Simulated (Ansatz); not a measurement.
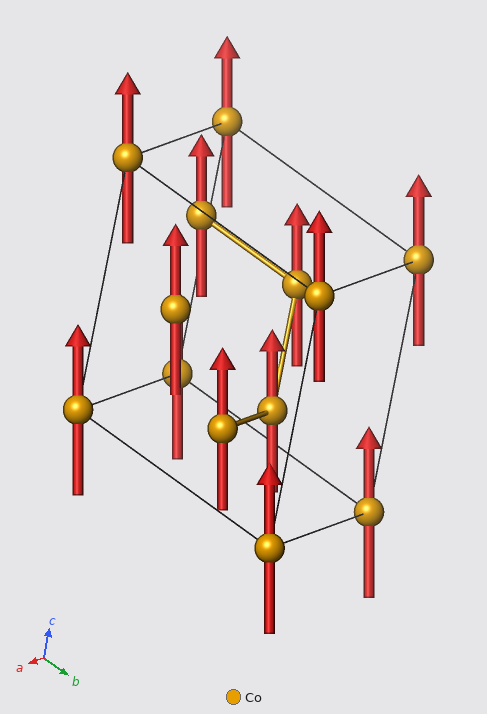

The image is a ball-and-stick drawing of a crystal, viewed slightly off an axis. The parallelepiped is the cell (the run's own, in a reduced setting). Arrows are the site magnetic moments above 0.25 μB; longer means larger, and red and blue are up and down (without spin-orbit coupling the axis itself is arbitrary).

This is the state reached for Co. Run with Ansatz, DFT PBEsol, scalar-relativistic, plane waves, PAW and these settings: a basis cut at 420 eV, k-points about 0.13 Å⁻¹ apart, Gaussian smearing of 0.15 eV, collinear spins.

Name the magnetic order and give the moments.

Ferromagnetic (within this cell). Site moments: 6 Co +1.5 to +1.7 μB. The net spin moment of the whole cell is 9.3 μB.

The starting point was a structure listed in the Materials Project. The cell was then strained or its atoms displaced on purpose. Ansatz was used for an electronic-structure calculation on it.

At this level of theory the run's own cell isn't at rest (compressed, at 27 GPa), so its distances can differ from those at equilibrium, the more so the softer the solid, and its magnetic state may change on relaxation.
